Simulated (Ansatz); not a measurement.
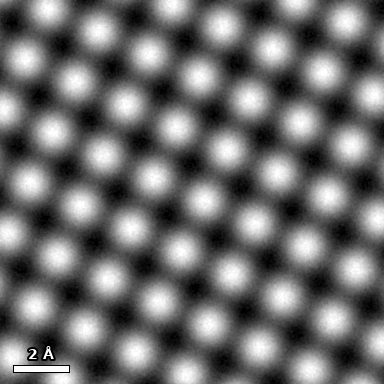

An image along [001] of one of the structures below (computed or model cells, partly hypothetical, each in its standard cell). The image is simulated as a sum over atoms of Z^1.7, blurred by a 1.25 Å probe (no channelling). The probe carries 25 % of its weight in a tail 2.5 times as wide. The display is stretched by a gamma of 0.8; percentages refer to the linear signal. Shot noise was added.

A. Al
Space group P6_3/mmc (No. 194). a = 2.847 Å, b = 2.847 Å, c = 4.743 Å, α = 90.00°, β = 90.00°, γ = 120.00°
| atom | site | symmetry | x | y | z |
| --- | --- | --- | --- | --- | --- |
| Al | 2d | -6m2 | 0.3333 | 0.6667 | 0.7500 |

B. W
Space group Im-3m (No. 229). a = 3.168 Å, b = 3.168 Å, c = 3.168 Å, α = 90.00°, β = 90.00°, γ = 90.00°
```json
{"atom": "W", "site": "2a", "symmetry": "m-3m", "x": "0.0000", "y": "0.0000", "z": "0.0000"}
```

C. Al
Space group Fm-3m (No. 225). a = 4.042 Å, b = 4.042 Å, c = 4.042 Å, α = 90.00°, β = 90.00°, γ = 90.00°
```tsv
atom	site	symmetry	x	y	z
Al	4a	m-3m	0.0000	0.0000	0.0000
```

D. C
Space group P6_3/mmc (No. 194). a = 2.466 Å, b = 2.466 Å, c = 8.143 Å, α = 90.00°, β = 90.00°, γ = 120.00°
| atom | site | symmetry | x | y | z |
| --- | --- | --- | --- | --- | --- |
| C | 2b | -6m2 | 0.0000 | 0.0000 | 0.2500 |
| C | 2c | -6m2 | 0.3333 | 0.6667 | 0.2500 |

Question: Which of them gives this image?

Answer: C, Al. Along [001] the projected cells are A 2.85 × 2.85 Å, 120°; B 2.24 × 2.24 Å, 90°; C 2.02 × 2.02 Å, 90°; D 2.47 × 2.47 Å, 120°. The image repeats as C does.

Structure C: the input geometry of a calculation.
